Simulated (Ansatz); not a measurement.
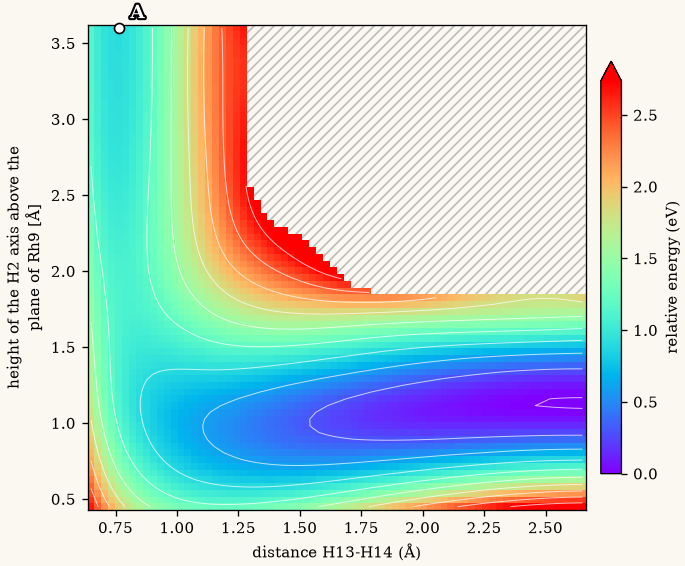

H₂ on a Rh(100) slab cut from the Fm-3m phase, its upper half relaxed before the scan (12 atoms of substrate and one adsorbate in a 2 × 2 cell). H2 lies flat over one site of a rigid substrate while its bond length and height are varied; it sits over a hollow of the top layer over the deeper atom Rh8, heights counted from the top plane, its axis along the first surface vector. Coordinates scanned: (1) distance H13-H14; (2) height of the H2 axis above the plane of Rh9. The scan uses an 8 × 9 grid. At 15 points there is no value (left out: too close to the surface, or the stretched molecule far from it). Points are written as (first, second). Energies are in eV, from the lowest grid point. The calculation used DFT PBE, scalar-relativistic, plane waves, PAW in Ansatz 0.2.0. Settings: cutoff 420 eV, k-mesh 5×5×1, gaussian smearing 0.1 eV, no spin polarisation.

Drawn: a smooth colour map with a few white contour lines, one colour for all values above the top of the scale, hatched blanks where no value was computed, the point A. Between grid points the surface is interpolated.

### Find the lowest path from A to the other arm of the map, and its barrier.

The easiest path runs from the intact molecule far from the surface, (0.750 Å, 3.60 Å), to the stretched end of the scan, (2.650 Å, 1.09 Å). Its highest point, at about (0.79 Å, 1.91 Å), lies about 0.17 eV above the start and 1.1 eV above the end on the interpolated surface. An end on the edge of the scan is no minimum, so the barrier from there is a lower bound.

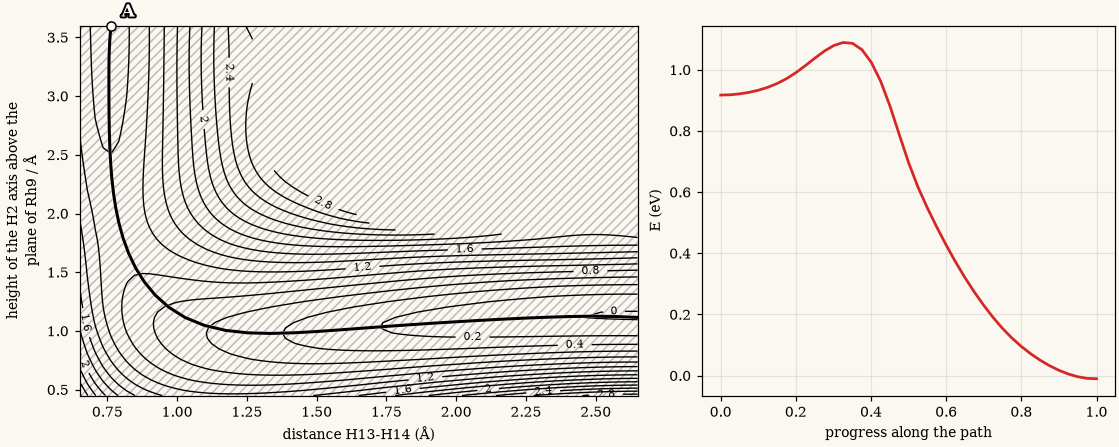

The picture shows contour lines labelled in eV (none above 2.8), a line along the lowest path, hatched blanks where no value was computed, the energy along the path at the right. Between grid points the surface is interpolated.
